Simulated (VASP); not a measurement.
## Run report: Cu, geometry relaxation (part 5 of 5)

Continued. System: Cu (slab, 16 atoms in the cell). Method: Kohn-Sham DFT of a periodic cell, RPBE, VASP PAW PBE potentials, recommended, no spin polarisation (VASP 6.6.1); cutoff 450 eV, 6×6×1 k-mesh, methfessel-paxton of 0.1 eV. The structure derives from an entry of the Crystallography Open Database.

Geometry of the input (Å; fractional positions):
```
5.2049  -0.0000  -0.0000
-2.6025  4.5076  0.0000
0.0000  0.0000  23.3747
Cu 0.3333  0.1667  0.3636
Cu 0.3333  0.6667  0.3636
Cu 0.8333  0.1667  0.3636
Cu 0.8333  0.6667  0.3636
Cu 0.6667  0.3333  0.4545
Cu 0.6667  0.8333  0.4545
Cu 0.1667  0.3333  0.4545
Cu 0.1667  0.8333  0.4545
Cu 0.0000  0.5000  0.5455
Cu 0.0000  0.0000  0.5455
Cu 0.5000  0.5000  0.5455
Cu 0.5000  0.0000  0.5455
Cu 0.3333  0.6667  0.6364
Cu 0.3333  0.1667  0.6364
Cu 0.8333  0.6667  0.6364
Cu 0.8333  0.1667  0.6364
```

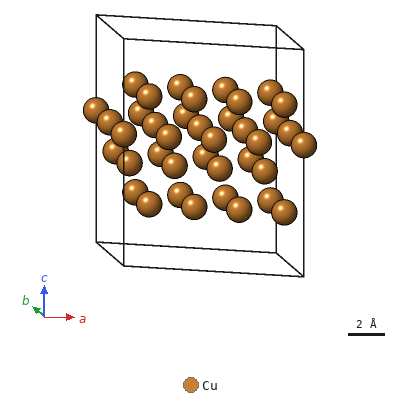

**Figure 1.** The geometry at step 4 of the log (spheres-only view of the 2 × 1 repeat of the cell, with the vacuum cut short, seen slightly off an axis).

## Parts of OUTCAR, continued
```
     88      -0.8234      2.00000
     89       0.1386     -0.00000
     90       0.3016     -0.00000
     91       1.1685     -0.00000
     92       1.3110     -0.00000
     93       1.9810      0.00000
     94       2.1049      0.00000
     95       2.3944      0.00000
     96       3.1456      0.00000
     97       3.5575      0.00000
     98       3.7075      0.00000
     99       4.8306      0.00000
    100       4.8604      0.00000

 k-point     7 :       0.3333    0.3333    0.0000
  band No.  band energies     occupation
      1      -6.4154      2.00000
      2      -6.4154      2.00000
      3      -6.4154      2.00000
      4      -5.4093      2.00000
      5      -5.4093      2.00000
      6      -5.4093      2.00000
      7      -4.3329      2.00000
      8      -4.3329      2.00000
      9      -4.3329      2.00000
     10      -3.9685      2.00000
     11      -3.9455      2.00000
     12      -3.9155      2.00000
     13      -3.8890      2.00000
     14      -3.8890      2.00000
     15      -3.8890      2.00000
     16      -3.8354      2.00000
     17      -3.7813      2.00000
     18      -3.6925      2.00000
     19      -3.6670      2.00000
     20      -3.6670      2.00000
     21      -3.6670      2.00000
     22      -3.5577      2.00000
     23      -3.5390      2.00000
     24      -3.5390      2.00000
     25      -3.5390      2.00000
     26      -3.4735      2.00000
     27      -3.4735      2.00000
     28      -3.4735      2.00000
     29      -3.2380      2.00000
     30      -3.2380      2.00000
     31      -3.2380      2.00000
     32      -3.2061      2.00000
     33      -3.1952      2.00000
     34      -3.1774      2.00000
     35      -3.1774      2.00000
     36      -3.1774      2.00000
     37      -3.1487      2.00000
     38      -3.1487      2.00000
     39      -3.1487      2.00000
     40      -3.0114      2.00000
     41      -3.0114      2.00000
     42      -3.0114      2.00000
     43      -2.8861      2.00000
     44      -2.8763      2.00000
     45      -2.8462      2.00000
     46      -2.8322      2.00000
     47      -2.7297      2.00000
     48      -2.7297      2.00000
     49      -2.7297      2.00000
     50      -2.6794      2.00000
     51      -2.6794      2.00000
     52      -2.6794      2.00000
     53      -2.5066      2.00000
     54      -2.5066      2.00000
     55      -2.5066      2.00000
     56      -2.4446      2.00000
     57      -2.4445      2.00000
     58      -2.4445      2.00000
     59      -2.3828      2.00000
     60      -2.2865      2.00000
     61      -2.2865      2.00000
     62      -2.2865      2.00000
     63      -2.2720      2.00000
     64      -2.2586      2.00000
     65      -2.1042      2.00000
     66      -2.1042      2.00000
     67      -2.1042      2.00000
     68      -2.0157      2.00000
     69      -2.0157      2.00000
     70      -2.0157      2.00000
     71      -1.9682      2.00000
     72      -1.9471      2.00000
     73      -1.9471      2.00000
     74      -1.9471      2.00000
     75      -1.8562      2.00000
     76      -1.8410      2.00000
     77      -1.8399      2.00000
     78      -1.8369      2.00000
     79      -1.8369      2.00000
     80      -1.8369      2.00000
     81      -1.8314      2.00000
     82      -1.8314      2.00000
     83      -1.8314      2.00000
     84      -1.8088      2.00000
     85      -1.8088      2.00000
     86      -1.8088      2.00000
     87      -0.8648      2.00000
     88      -0.8648      2.00000
     89      -0.8648      2.00000
     90       1.1777     -0.00000
     91       1.1777     -0.00000
     92       1.1777     -0.00000
     93       3.0645      0.00000
     94       3.2889      0.00000
     95       3.3037      0.00000
     96       3.3439      0.00000
     97       3.3439      0.00000
     98       3.3439      0.00000
     99       4.0398      0.00000
    100       4.0573      0.00000
 [bands above 100 left out]

------------------------ aborting loop because EDIFF is reached ----------------------------------------

 vacuum level on the upper side and lower side of the slab       (xc-potential included)        -0.121        -0.114

  FORCE on cell =-STRESS in cart. coord.  units (eV):
  Direction    XX          YY          ZZ          XY          YZ          ZX
  --------------------------------------------------------------------------------------
  -------------------------------------------------------------------------------------
  Total       -3.6213899     -3.6213899     -1.8891735     -0.0000000      0.0000000     -0.0000000
  in kB      -10.5799030    -10.5799030     -5.5192268     -0.0000000      0.0000000     -0.0000000
  external PRESSURE =      -8.8930110 kB  Pullay stress =       0.0000000 kB

 VOLUME and BASIS-vectors are now :
 -----------------------------------------------------------------------------
  energy-cutoff  :      450.00
  volume of cell :      548.41
      direct lattice vectors                 reciprocal lattice vectors
     5.204916850  0.000000000  0.000000000     0.192126028  0.110924014  0.000000000
    -2.602458420  4.507590220  0.000000000     0.000000000  0.221848028  0.000000000
     0.000000000  0.000000000 23.374695220     0.000000000  0.000000000  0.042781306

 POSITION                                       TOTAL-FORCE (eV/Angst)
 -----------------------------------------------------------------------------------
      1.30123      0.75127      8.50000        -0.000000      0.000000      0.109964
     -0.00000      3.00506      8.50000         0.000000      0.000000      0.109964
      3.90369      0.75127      8.50000         0.000000      0.000000      0.109964
      2.60246      3.00506      8.50000         0.000000      0.000000      0.109964
      2.60246      1.50253     10.62490        -0.000000     -0.000000     -0.105257
      1.30123      3.75633     10.62490        -0.000000      0.000000     -0.105257
      0.00000      1.50253     10.62490        -0.000000     -0.000000     -0.105257
     -1.30123      3.75633     10.62490        -0.000000     -0.000000     -0.105257
     -1.30123      2.25380     12.71146         0.000000     -0.000000      0.004237
      0.00000      0.00000     12.71146         0.000000     -0.000000      0.004237
      1.30123      2.25380     12.71146         0.000000     -0.000000      0.004237
      2.60246      0.00000     12.71146         0.000000     -0.000000      0.004237
     -0.00000      3.00506     14.80300         0.000000     -0.000000     -0.008943
      1.30123      0.75127     14.80300        -0.000000      0.000000     -0.008943
      2.60246      3.00506     14.80300        -0.000000     -0.000000     -0.008943
      3.90369      0.75127     14.80300        -0.000000     -0.000000     -0.008943
 -----------------------------------------------------------------------------------
    total drift:                                0.000019     -0.000016     -0.032816

  FREE ENERGIE OF THE ION-ELECTRON SYSTEM (eV)
  ---------------------------------------------------
  free  energy   TOTEN  =       -48.8893141691 eV

  energy  without entropy=      -48.8860918435  energy(sigma->0) =      -48.88824006

 reached required accuracy - stopping structural energy minimisation

 vacuum level on the upper side and lower side of the slab         4.129         4.142
```

## CONTCAR
```
Cu
   1.00000000000000
     5.2049168500000000    0.0000000000000000    0.0000000000000000
    -2.6024584200000001    4.5075902200000000    0.0000000000000000
     0.0000000000000000    0.0000000000000000   23.3746952199999996
  Cu
    16
Selective dynamics
Direct
     0.3333333300000021    0.1666666699999979    0.3636411100000032   F   F   F
     0.3333333300000021    0.6666666699999979    0.3636411100000032   F   F   F
     0.8333333300000021    0.1666666699999979    0.3636411100000032   F   F   F
     0.8333333300000021    0.6666666699999979    0.3636411100000032   F   F   F
     0.6666666699999979    0.3333333300000021    0.4545470400000013   F   F   F
     0.6666666699999979    0.8333333300000021    0.4545470400000013   F   F   F
     0.1666666699999979    0.3333333300000021    0.4545470400000013   F   F   F
     0.1666666699999979    0.8333333300000021    0.4545470400000013   F   F   F
     0.0000000000000000    0.5000000000000000    0.5438128323051218   T   T   T
     0.0000000000000000    0.0000000000000000    0.5438128323051218   T   T   T
     0.5000000000000000    0.5000000000000000    0.5438128323051218   T   T   T
     0.5000000000000000    0.0000000000000000    0.5438128323051218   T   T   T
     0.3333333300000021    0.6666666699999979    0.6332916005073473   T   T   T
     0.3333333300000021    0.1666666699999979    0.6332916005073473   T   T   T
     0.8333333300000021    0.6666666699999979    0.6332916005073473   T   T   T
     0.8333333300000021    0.1666666699999979    0.6332916005073473   T   T   T

  0.00000000E+00  0.00000000E+00  0.00000000E+00
  0.00000000E+00  0.00000000E+00  0.00000000E+00
  0.00000000E+00  0.00000000E+00  0.00000000E+00
  0.00000000E+00  0.00000000E+00  0.00000000E+00
  0.00000000E+00  0.00000000E+00  0.00000000E+00
  0.00000000E+00  0.00000000E+00  0.00000000E+00
  0.00000000E+00  0.00000000E+00  0.00000000E+00
  0.00000000E+00  0.00000000E+00  0.00000000E+00
  0.00000000E+00  0.00000000E+00  0.00000000E+00
  0.00000000E+00  0.00000000E+00  0.00000000E+00
  0.00000000E+00  0.00000000E+00  0.00000000E+00
  0.00000000E+00  0.00000000E+00  0.00000000E+00
  0.00000000E+00  0.00000000E+00  0.00000000E+00
  0.00000000E+00  0.00000000E+00  0.00000000E+00
  0.00000000E+00  0.00000000E+00  0.00000000E+00
  0.00000000E+00  0.00000000E+00  0.00000000E+00
```

## Trajectory as extended XYZ (Å, eV, eV/Å), 8 frames, from step=0 to step=7
```
16
Lattice="5.2049 0.0000 0.0000 -2.6025 4.5076 0.0000 0.0000 0.0000 23.3747" Properties=species:S:1:pos:R:3:forces:R:3 step=0 energy=-48.87028
Cu    1.3012    0.7513    8.5000    0.0000   0.0000   0.1066
Cu    0.0000    3.0051    8.5000    0.0000   0.0000   0.1066
Cu    3.9037    0.7513    8.5000    0.0000   0.0000   0.1066
Cu    2.6025    3.0051    8.5000    0.0000   0.0000   0.1066
Cu    2.6025    1.5025   10.6249    0.0000   0.0000   0.0230
Cu    1.3012    3.7563   10.6249    0.0000   0.0000   0.0230
Cu    0.0000    1.5025   10.6249    0.0000   0.0000   0.0230
Cu   -1.3012    3.7563   10.6249    0.0000   0.0000   0.0230
Cu   -1.3012    2.2538   12.7498    0.0000   0.0000  -0.0222
Cu    0.0000    0.0000   12.7498    0.0000   0.0000  -0.0222
Cu    1.3012    2.2538   12.7498    0.0000   0.0000  -0.0222
Cu    2.6025    0.0000   12.7498    0.0000   0.0000  -0.0222
Cu    0.0000    3.0051   14.8747    0.0000   0.0000  -0.1074
Cu    1.3012    0.7513   14.8747    0.0000   0.0000  -0.1074
Cu    2.6025    3.0051   14.8747    0.0000   0.0000  -0.1074
Cu    3.9037    0.7513   14.8747    0.0000   0.0000  -0.1074
16
Lattice="5.2049 0.0000 0.0000 -2.6025 4.5076 0.0000 0.0000 0.0000 23.3747" Properties=species:S:1:pos:R:3:forces:R:3 step=1 energy=-48.87250
Cu    1.3012    0.7513    8.5000    0.0000   0.0000   0.1066
Cu    0.0000    3.0051    8.5000    0.0000   0.0000   0.1066
Cu    3.9037    0.7513    8.5000    0.0000   0.0000   0.1066
Cu    2.6025    3.0051    8.5000    0.0000   0.0000   0.1066
Cu    2.6025    1.5025   10.6249    0.0000   0.0000   0.0196
Cu    1.3012    3.7563   10.6249    0.0000   0.0000   0.0196
Cu    0.0000    1.5025   10.6249    0.0000   0.0000   0.0196
Cu   -1.3012    3.7563   10.6249    0.0000   0.0000   0.0196
Cu    3.9037    2.2538   12.7487    0.0000   0.0000  -0.0303
Cu    2.6025    4.5076   12.7487    0.0000   0.0000  -0.0303
Cu    1.3012    2.2538   12.7487    0.0000   0.0000  -0.0303
Cu    0.0000    4.5076   12.7487    0.0000   0.0000  -0.0303
Cu    0.0000    3.0051   14.8695    0.0000   0.0000  -0.0959
Cu    1.3012    0.7513   14.8695    0.0000   0.0000  -0.0959
Cu    2.6025    3.0051   14.8695    0.0000   0.0000  -0.0959
Cu    3.9037    0.7513   14.8695    0.0000   0.0000  -0.0959
16
Lattice="5.2049 0.0000 0.0000 -2.6025 4.5076 0.0000 0.0000 0.0000 23.3747" Properties=species:S:1:pos:R:3:forces:R:3 step=2 energy=-48.87798
Cu    1.3012    0.7513    8.5000    0.0000   0.0000   0.1078
Cu    0.0000    3.0051    8.5000    0.0000   0.0000   0.1078
Cu    3.9037    0.7513    8.5000    0.0000   0.0000   0.1078
Cu    2.6025    3.0051    8.5000    0.0000   0.0000   0.1078
Cu    2.6025    1.5025   10.6249    0.0000   0.0000   0.0102
Cu    1.3012    3.7563   10.6249    0.0000   0.0000   0.0102
Cu    0.0000    1.5025   10.6249    0.0000   0.0000   0.0102
Cu   -1.3012    3.7563   10.6249    0.0000   0.0000   0.0102
Cu   -1.3012    2.2538   12.7455    0.0000   0.0000  -0.0566
Cu    0.0000    0.0000   12.7455    0.0000   0.0000  -0.0566
Cu    1.3012    2.2538   12.7455    0.0000   0.0000  -0.0566
Cu    2.6025    0.0000   12.7455    0.0000   0.0000  -0.0566
Cu    0.0000    3.0051   14.8540    0.0000   0.0000  -0.0614
Cu    1.3012    0.7513   14.8540    0.0000   0.0000  -0.0614
Cu    2.6025    3.0051   14.8540    0.0000   0.0000  -0.0614
Cu    3.9037    0.7513   14.8540    0.0000   0.0000  -0.0614
16
Lattice="5.2049 0.0000 0.0000 -2.6025 4.5076 0.0000 0.0000 0.0000 23.3747" Properties=species:S:1:pos:R:3:forces:R:3 step=3 energy=-48.88304
Cu    1.3012    0.7513    8.5000    0.0000   0.0000   0.1093
Cu    0.0000    3.0051    8.5000    0.0000   0.0000   0.1093
Cu    3.9037    0.7513    8.5000    0.0000   0.0000   0.1093
Cu    2.6025    3.0051    8.5000    0.0000   0.0000   0.1093
Cu    2.6025    1.5025   10.6249    0.0000   0.0000  -0.0097
Cu    1.3012    3.7563   10.6249    0.0000   0.0000  -0.0097
Cu    0.0000    1.5025   10.6249    0.0000   0.0000  -0.0097
Cu   -1.3012    3.7563   10.6249    0.0000   0.0000  -0.0097
Cu    3.9037    2.2538   12.7391    0.0000   0.0000  -0.1177
Cu    2.6025    4.5076   12.7391    0.0000   0.0000  -0.1177
Cu    1.3012    2.2538   12.7391    0.0000   0.0000  -0.1177
Cu    0.0000    4.5076   12.7391    0.0000   0.0000  -0.1177
Cu    0.0000    3.0051   14.8229    0.0000   0.0000   0.0181
Cu    1.3012    0.7513   14.8229    0.0000   0.0000   0.0181
Cu    2.6025    3.0051   14.8229    0.0000   0.0000   0.0181
Cu    3.9037    0.7513   14.8229    0.0000   0.0000   0.0181
16
Lattice="5.2049 0.0000 0.0000 -2.6025 4.5076 0.0000 0.0000 0.0000 23.3747" Properties=species:S:1:pos:R:3:forces:R:3 step=4 energy=-48.88585
Cu    1.3012    0.7513    8.5000    0.0000   0.0000   0.1090
Cu    0.0000    3.0051    8.5000    0.0000   0.0000   0.1090
Cu    3.9037    0.7513    8.5000    0.0000   0.0000   0.1090
Cu    2.6025    3.0051    8.5000    0.0000   0.0000   0.1090
Cu    2.6025    1.5025   10.6249    0.0000   0.0000  -0.0348
Cu    1.3012    3.7563   10.6249    0.0000   0.0000  -0.0348
Cu    0.0000    1.5025   10.6249    0.0000   0.0000  -0.0348
Cu   -1.3012    3.7563   10.6249    0.0000   0.0000  -0.0348
Cu   -1.3012    2.2538   12.7316    0.0000   0.0000  -0.0854
Cu    0.0000    0.0000   12.7316    0.0000   0.0000  -0.0854
Cu    1.3012    2.2538   12.7316    0.0000   0.0000  -0.0854
Cu    2.6025    0.0000   12.7316    0.0000   0.0000  -0.0854
Cu    0.0000    3.0051   14.8175    0.0000   0.0000   0.0112
Cu    1.3012    0.7513   14.8175    0.0000   0.0000   0.0112
Cu    2.6025    3.0051   14.8175    0.0000   0.0000   0.0112
Cu    3.9037    0.7513   14.8175    0.0000   0.0000   0.0112
16
Lattice="5.2049 0.0000 0.0000 -2.6025 4.5076 0.0000 0.0000 0.0000 23.3747" Properties=species:S:1:pos:R:3:forces:R:3 step=5 energy=-48.88823
Cu    1.3012    0.7513    8.5000    0.0000   0.0000   0.1092
Cu    0.0000    3.0051    8.5000    0.0000   0.0000   0.1092
Cu    3.9037    0.7513    8.5000    0.0000   0.0000   0.1092
Cu    2.6025    3.0051    8.5000    0.0000   0.0000   0.1092
Cu    2.6025    1.5025   10.6249    0.0000   0.0000  -0.0667
Cu    1.3012    3.7563   10.6249    0.0000   0.0000  -0.0667
Cu    0.0000    1.5025   10.6249    0.0000   0.0000  -0.0667
Cu   -1.3012    3.7563   10.6249    0.0000   0.0000  -0.0667
Cu    3.9037    2.2538   12.7222    0.0000   0.0000  -0.0431
Cu    2.6025    4.5076   12.7222    0.0000   0.0000  -0.0431
Cu    1.3012    2.2538   12.7222    0.0000   0.0000  -0.0431
Cu    0.0000    4.5076   12.7222    0.0000   0.0000  -0.0431
Cu    0.0000    3.0051   14.8108    0.0000   0.0000   0.0006
Cu    1.3012    0.7513   14.8108    0.0000   0.0000   0.0006
Cu    2.6025    3.0051   14.8108    0.0000   0.0000   0.0006
Cu    3.9037    0.7513   14.8108    0.0000   0.0000   0.0006
16
Lattice="5.2049 0.0000 0.0000 -2.6025 4.5076 0.0000 0.0000 0.0000 23.3747" Properties=species:S:1:pos:R:3:forces:R:3 step=6 energy=-48.88892
Cu    1.3012    0.7513    8.5000    0.0000   0.0000   0.1089
Cu    0.0000    3.0051    8.5000    0.0000   0.0000   0.1089
Cu    3.9037    0.7513    8.5000    0.0000   0.0000   0.1089
Cu    2.6025    3.0051    8.5000    0.0000   0.0000   0.1089
Cu    2.6025    1.5025   10.6249    0.0000   0.0000  -0.1354
Cu    1.3012    3.7563   10.6249    0.0000   0.0000  -0.1354
Cu    0.0000    1.5025   10.6249    0.0000   0.0000  -0.1354
Cu   -1.3012    3.7563   10.6249    0.0000   0.0000  -0.1354
Cu   -1.3012    2.2538   12.7036    0.0000   0.0000   0.0428
Cu    0.0000    0.0000   12.7036    0.0000   0.0000   0.0428
Cu    1.3012    2.2538   12.7036    0.0000   0.0000   0.0428
Cu    2.6025    0.0000   12.7036    0.0000   0.0000   0.0428
Cu    0.0000    3.0051   14.7973    0.0000   0.0000  -0.0162
Cu    1.3012    0.7513   14.7973    0.0000   0.0000  -0.0162
Cu    2.6025    3.0051   14.7973    0.0000   0.0000  -0.0162
Cu    3.9037    0.7513   14.7973    0.0000   0.0000  -0.0162
16
Lattice="5.2049 0.0000 0.0000 -2.6025 4.5076 0.0000 0.0000 0.0000 23.3747" Properties=species:S:1:pos:R:3:forces:R:3 step=7 energy=-48.88931
Cu    1.3012    0.7513    8.5000    0.0000   0.0000   0.1100
Cu    0.0000    3.0051    8.5000    0.0000   0.0000   0.1100
Cu    3.9037    0.7513    8.5000    0.0000   0.0000   0.1100
Cu    2.6025    3.0051    8.5000    0.0000   0.0000   0.1100
Cu    2.6025    1.5025   10.6249    0.0000   0.0000  -0.1053
Cu    1.3012    3.7563   10.6249    0.0000   0.0000  -0.1053
Cu    0.0000    1.5025   10.6249    0.0000   0.0000  -0.1053
Cu   -1.3012    3.7563   10.6249    0.0000   0.0000  -0.1053
Cu   -1.3012    2.2538   12.7115    0.0000   0.0000   0.0042
Cu    0.0000    0.0000   12.7115    0.0000   0.0000   0.0042
Cu    1.3012    2.2538   12.7115    0.0000   0.0000   0.0042
Cu    2.6025    0.0000   12.7115    0.0000   0.0000   0.0042
Cu    0.0000    3.0051   14.8030    0.0000   0.0000  -0.0089
Cu    1.3012    0.7513   14.8030    0.0000   0.0000  -0.0089
Cu    2.6025    3.0051   14.8030    0.0000   0.0000  -0.0089
Cu    3.9037    0.7513   14.8030    0.0000   0.0000  -0.0089
```

## Key numbers

| quantity | value |
| --- | --- |
| outcome | converged |
| electrons treated | 176 |
| free energy | −48.8893 eV |
| gap on the k-point mesh | none (metallic) |
| final volume | 548.41 Å³ |
| largest force (length of the vector) at the end, held atoms and coordinates included | 0.110 eV/Å |
| hardware | 4 threads of Intel Xeon (Sapphire Rapids), 256 GiB of memory available, shared host |
| wall time | 12 min (CPU time 48 min) |
| peak memory | 0.45 GiB |
